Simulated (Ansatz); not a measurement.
# Run report: Zr$_{2}$O, geometry relaxation (part 2 of 2)

Zr$_{2}$O (P6₃/mmc, 6 atoms in the cell); DFT PBEsol, scalar-relativistic, plane waves, PAW, no spin polarisation (Ansatz 0.2.0); cutoff 420 eV, 6×6×2 k-mesh, Gaussian smearing of 0.1 eV. The structure was made by swapping elements on the sites of another compound; it need not be a known phase. It belongs to a series of runs on one base structure; here: Hf -> Zr, S -> O on all its sites, cell and atoms relaxed.

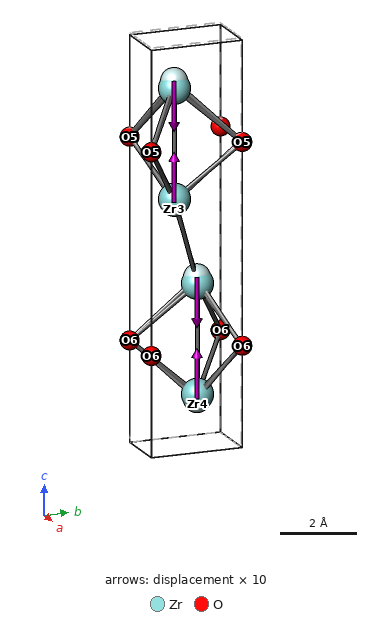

*Start (faint) and end (solid) with the displacements (without the part carried along by the change of the cell) as pink arrows, magnified 10 times (ball-and-stick view of the cell of the calculation, seen slightly off an axis).*

The largest moves relative to the cell, 0.14 Å, are those of Zr1, Zr2, Zr3 and Zr4. O stays in place. Cell: a = b 3.148 → 3.173 Å (+0.8 %), c 10.972 → 10.911 Å (−0.6 %). Volume +1.0 %. Among the contacts that change: Zr1–Zr3 3.261 → 2.968 Å, Zr1–Zr4 2.873 → 3.089 Å, Zr1–O5 2.442 → 2.357 Å, Zr1–Zr1 3.148 → 3.173 Å. Among the angles that change: Zr2–O6–Zr4 83.8° → 78.0°, Zr2–O6–Zr2 80.3° → 84.6°, Zr2–O6–Zr4 136.3° → 134.3°. The space group stays P6_3/mmc (No. 194). The energy falls by 145 meV per atom in 3 geometry steps. Largest force component: 3.2 eV/Å at the start, 0.01 eV/Å at the end. Pressure: 3.88 GPa at the start and 0.22 GPa at the end. A last SCF at the same geometry on a re-selected plane-wave basis shifts the energy by −0.3 meV per atom. (Atoms are counted from 1 in the order of the input.)

```
basis re-selected at this cell: Δ(F+E_penalty+E_count) = -1.574e-3 eV, ΔP = +0.011 GPa vs the last step (what re-selecting the basis moved, of the pressure what is left beyond the Pulay correction that the steps carried, after the strain that the cell walked since its last selection, with what the two solves' SCF thresholds leave and, on support functions, any second-order correction that the steps lacked; it is no measure of the basis error at this ecutwfc). This SCF's stress stands 4.14e-1 GPa from its target on what of the cell is left free (relax.cell.stress_tol is 5.00e-1 GPa) and its largest allowed force component is 1.05e-2 eV/Å (relax.f_tol is 5.00e-2 eV/Å): within both
SCF converged after 6 iterations
Free energy (F): -17641.097551 eV
Harris-Foulkes:  -17641.097551 eV  (|F-HF|=3.64e-12)
Internal energy: -17641.075957 eV  (E = F + TS)
E sigma→0 (E₀):  -17641.086754 eV
Entropy (-TS):   -0.021594 eV (-3.599 meV/atom)
Fermi energy:    15.363712 eV
--- Per-component energies (eV) ---
  E_band       = -279.565397
  E_kinetic    = 1688.117434
  E_local      = -2867.022024  (includes V_loc(G=0)·N_el)
  E_nonlocal   = 421.723029
  E_hartree    = 913.845401
  E_xc         = -791.136658
  E_vxc        = -953.200739  (∫ρ·V_xc dr)
  E_paw        = -11904.423583  (= ΣΔE_a)
  E_vpaw       = -396.878821  (= ΣTr[D̂ρ^β])
  E_aug_tail   = 0.004925  (compensation charges beyond the density's cutoff)
  E_ewald      = -5102.917938
  E_core_change = 0.733458  (= ΣΔE_core)
  E_smearing   = -0.021594  (= −TS)
  E_closure    = 0.000000  (closes the sum)
  Σ components = -17641.097551   (vs F -17641.097551, Δ=0.00e0)
--- Forces (eV/Å), atoms counted from 1 ---
  atom   1  Zr     0.00000000     0.00000000     0.01048542
  atom   2  Zr    -0.00000000    -0.00000000     0.01048542
  atom   3  Zr    -0.00000000     0.00000000    -0.01048542
  atom   4  Zr     0.00000000    -0.00000000    -0.01048542
  atom   5  O      0.00000000     0.00000000     0.00000000
  atom   6  O     -0.00000000    -0.00000000    -0.00000000
  max |Σ_I F_I| component: 7.40e-17 eV/Å
--- Stress (GPa, compression-positive) ---
        0.413796      -0.000000      -0.000000
        0.000000       0.413796       0.000000
       -0.000000       0.000000      -0.175138
  P = ⅓ Tr σ = 0.2175 GPa (2.175 kbar)
--- Band table (eV; the first three rows and the last of 14) ---
  k-point 0: bands = ["-33.4859", "-33.4182", "-33.3829", "-33.3135", "-12.3508", "-11.7918", "-11.6195", "-11.1216", "-11.1216", "-11.0598", "-11.0598", "-11.0328", "-11.0328", "-10.9805", "-10.9697", "-10.9697", "-4.3734", "-4.2819", "8.2866", "8.6366", "9.9886", "9.9886", "10.0581", "10.0581", "11.8094", "12.6542", "13.6733", "14.6323", "14.9490", "16.2367", "16.2367", "16.3920", "16.3920", "16.4533", "16.4533", "17.2915"]
  k-point 1: bands = ["-33.4623", "-33.4623", "-33.3379", "-33.3379", "-12.1723", "-12.1723", "-11.1994", "-11.1994", "-11.1005", "-11.1005", "-11.1005", "-11.1005", "-10.9914", "-10.9914", "-10.9914", "-10.9914", "-4.3273", "-4.3273", "8.4436", "8.4436", "10.0229", "10.0229", "10.0229", "10.0229", "12.3115", "12.3115", "13.7719", "13.7719", "16.1751", "16.1751", "16.1751", "16.1751", "16.1829", "16.1829", "17.0877", "17.0877"]
  k-point 2: bands = ["-33.4516", "-33.3852", "-33.3606", "-33.2927", "-12.2453", "-11.8160", "-11.5719", "-11.3323", "-11.3074", "-11.2715", "-11.1835", "-11.1702", "-11.1181", "-11.0746", "-11.0075", "-10.9529", "-4.2977", "-4.2578", "8.6751", "8.8763", "9.3136", "9.5306", "9.9310", "10.0036", "12.7075", "13.2429", "13.3994", "14.4374", "14.9523", "15.3045", "15.6206", "16.6022", "16.7087", "16.9082", "17.0793", "17.1457"]
  k-point 13: bands = ["-33.3058", "-33.3058", "-33.2435", "-33.2435", "-11.8771", "-11.8771", "-11.8380", "-11.8380", "-11.7384", "-11.7384", "-11.5806", "-11.5806", "-11.4470", "-11.4470", "-11.0951", "-11.0951", "-4.1805", "-4.1805", "8.3874", "8.3874", "9.2417", "9.2417", "9.3447", "9.3447", "13.8513", "13.8513", "14.6682", "14.6682", "14.7055", "14.7055", "16.7791", "16.7791", "17.4890", "17.4890", "17.6848", "17.6848"]
--- Relaxed structure (4 steps of the walk, 4 accepted, 1 SCFs on fresh bases) ---
  F+E_penalty+E_count = -17641.09755050 eV   max|allowed force component| = 1.049e-2 eV/Å   (the final SCF, on the basis selected at the relaxed cell)
  cell:  # Å, volume = 95.1205 Å³
    - [3.1728260570643623, 2.909477450659812e-11, 0.0]
    - [-1.5864130285573779, 2.747747967192405, 0.0]
    - [0.0, 0.0, 10.910656691610287]
  atoms:
    - { symbol: Zr, position: [0.6666666666666666, 0.3333333333333333, 0.8859930851792588] }
    - { symbol: Zr, position: [0.33333333333333337, 0.6666666666666666, 0.3859930851792587] }
    - { symbol: Zr, position: [0.6666666666666666, 0.3333333333333333, 0.6140069148207415] }
    - { symbol: Zr, position: [0.33333333333333337, 0.6666666666666666, 0.11400691482074146] }
    - { symbol: O, position: [-1.654412847289967e-33, -6.279397534905829e-33, 0.7500000000000001] }
    - { symbol: O, position: [5.396384165781115e-33, 5.2118999539292374e-33, 0.25000000000000006] }
```

## Trajectory as extended XYZ (Å, eV, eV/Å), 5 frames, from step=1 to step=5
```
6
Lattice="3.1480 0.0000 0.0000 -1.5740 2.7263 0.0000 0.0000 0.0000 10.9724" Properties=species:S:1:pos:R:3:forces:R:3 step=1 energy=-17640.22749 pressure_GPa=3.88
Zr    1.5740    0.9088    9.8600    0.0000   0.0000  -3.2352
Zr    0.0000    1.8175    4.3738    0.0000   0.0000  -3.2352
Zr    1.5740    0.9088    6.5986    0.0000   0.0000   3.2352
Zr    0.0000    1.8175    1.1124    0.0000   0.0000   3.2352
O     0.0000    0.0000    8.2293    0.0000   0.0000   0.0000
O     0.0000    0.0000    2.7431    0.0000   0.0000   0.0000
6
Lattice="3.1992 0.0000 0.0000 -1.5996 2.7706 0.0000 0.0000 0.0000 11.1179" Properties=species:S:1:pos:R:3:forces:R:3 step=2 energy=-17640.90922 pressure_GPa=-4.54
Zr    1.5996    0.9235    9.7896    0.0000   0.0000   1.0203
Zr    0.0000    1.8471    4.2306    0.0000   0.0000   1.0203
Zr    1.5996    0.9235    6.8872    0.0000   0.0000  -1.0203
Zr    0.0000    1.8471    1.3283    0.0000   0.0000  -1.0203
O     0.0000    0.0000    8.3384    0.0000   0.0000   0.0000
O     0.0000    0.0000    2.7795    0.0000   0.0000   0.0000
6
Lattice="3.1723 0.0000 0.0000 -1.5862 2.7473 0.0000 0.0000 0.0000 11.0180" Properties=species:S:1:pos:R:3:forces:R:3 step=3 energy=-17641.08057 pressure_GPa=-1.37
Zr    1.5862    0.9158    9.7495    0.0000   0.0000   0.1803
Zr    0.0000    1.8316    4.2405    0.0000   0.0000   0.1803
Zr    1.5862    0.9158    6.7775    0.0000   0.0000  -0.1803
Zr    0.0000    1.8316    1.2685    0.0000   0.0000  -0.1803
O     0.0000    0.0000    8.2635    0.0000   0.0000   0.0000
O     0.0000    0.0000    2.7545    0.0000   0.0000   0.0000
6
Lattice="3.1728 0.0000 0.0000 -1.5864 2.7477 0.0000 0.0000 0.0000 10.9107" Properties=species:S:1:pos:R:3:forces:R:3 step=4 energy=-17641.09598 pressure_GPa=0.21
Zr    1.5864    0.9159    9.6668    0.0000   0.0000   0.0102
Zr    0.0000    1.8318    4.2114    0.0000   0.0000   0.0102
Zr    1.5864    0.9159    6.6992    0.0000   0.0000  -0.0102
Zr    0.0000    1.8318    1.2439    0.0000   0.0000  -0.0102
O     0.0000    0.0000    8.1830    0.0000   0.0000   0.0000
O     0.0000    0.0000    2.7277    0.0000   0.0000   0.0000
6
Lattice="3.1728 0.0000 0.0000 -1.5864 2.7477 0.0000 0.0000 0.0000 10.9107" Properties=species:S:1:pos:R:3:forces:R:3 step=5 energy=-17641.09755 pressure_GPa=0.22
Zr    1.5864    0.9159    9.6668    0.0000   0.0000   0.0105
Zr    0.0000    1.8318    4.2114    0.0000   0.0000   0.0105
Zr    1.5864    0.9159    6.6992    0.0000   0.0000  -0.0105
Zr    0.0000    1.8318    1.2439    0.0000   0.0000  -0.0105
O     0.0000    0.0000    8.1830    0.0000   0.0000   0.0000
O     0.0000    0.0000    2.7277    0.0000   0.0000   0.0000
```

This output came from the following input.

## The input
```yaml
crystal:
  lattice:
    - [3.1480335583, 0.0, 0.0]
    - [-1.5740167792, 2.7262770335, 0.0]
    - [0.0, 0.0, 10.9723787554]
  atoms:
    - { symbol: Zr, position: [0.6666666667, 0.3333333333, 0.8986176343] }
    - { symbol: Zr, position: [0.3333333333, 0.6666666667, 0.3986176343] }
    - { symbol: Zr, position: [0.6666666667, 0.3333333333, 0.6013823657] }
    - { symbol: Zr, position: [0.3333333333, 0.6666666667, 0.1013823657] }
    - { symbol: O, position: [0.0, 0.0, 0.75] }
    - { symbol: O, position: [0.0, 0.0, 0.25] }
basis:
  ecutwfc: 420
kpoints:
  mp_grid: { grid: [6, 6, 2] }
hamiltonian:
  xc: pbesol
scf:
  occupations: { method: gaussian, width: 0.1 }
output:
  forces: true
  stress: true
  eigenvalues: true
relax:
  adjacent_minimum: "off"
  f_tol: 0.05
  max_steps: 60
  cell: { stress_tol: 0.5 }
```

Command:
```bash
ansatz run input.yaml --threads 1 --pin off --max-ram 2560MiB --backend cpu --events-out ev --progress --plain --runs-dir out
```

## Key numbers

- outcome: converged
- space group (tolerance 0.01 Å): P6₃/mmc (194)
- electrons treated: 60
- free energy: −17641.0976 eV
- Fermi energy: 15.364 eV
- gap on the k-point mesh: none (metallic)
- pressure: 0.22 GPa
- final volume: 95.12 Å³
- largest force (length of the vector) at the end: 0.010 eV/Å
- final cell: a = 3.173 Å, b = 3.173 Å, c = 10.911 Å, α = 90.00°, β = 90.00°, γ = 120.00°
- hardware: 1 thread of Intel Xeon @ 2.50GHz (Skylake/Cascade Lake), 192 GiB of memory available, shared host
- wall time: 22 s
- peak memory: 0.44 GiB
